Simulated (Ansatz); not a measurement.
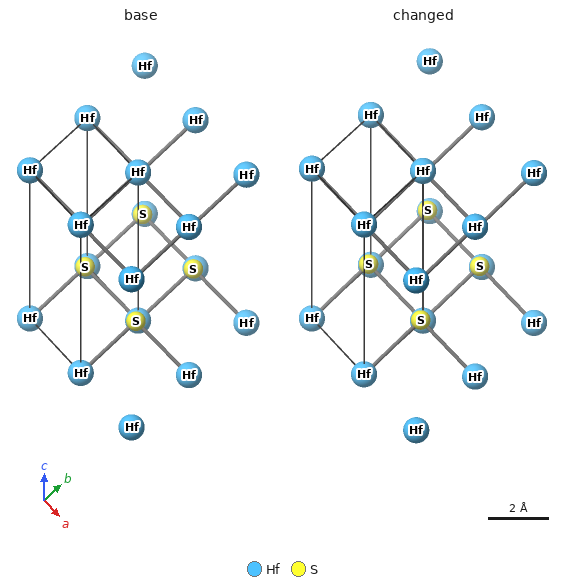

Left: crystalline HfS2 (set up in P-3m1) in its unrelaxed database cell. Right: the same structure after one change, at the same scale. The picture is a ball-and-stick view of the cell of the calculation, repeated 2 × 2 × 1 with one cell outlined, seen from a free direction.

Theory: DFT PBE, scalar-relativistic, plane waves, PAW (Ansatz 0.2.0). Settings: plane-wave cutoff 420 eV; k-point mesh 9 × 9 × 6; occupations gaussian; smearing width 0.02 eV; no spin polarisation.

What was changed?

The cell is strained by +1.1 % along c and +2.6 % across it (volume +6.5 %) and the S atoms are displaced by 0.07 Å relative to the cell. No relaxation follows.

How do the computed properties respond?

Among the bonded contacts that change: Hf–S 2.541 → 2.638 Å. The space group stays P-3m1 (No. 164). Energy change: +53.6 meV per atom. The pressure goes from 1.9 to −6.9 GPa. The principal stresses (compression positive) are −6.7 GPa along c and −7.0 GPa across it. The largest forces, 1.2 eV/Å, act on 2 S atoms of the calculation's cell. The forces point straight back along the displacements (cosine −1.00). The gap on the k-mesh: 1.21 eV before, 1.12 eV after.
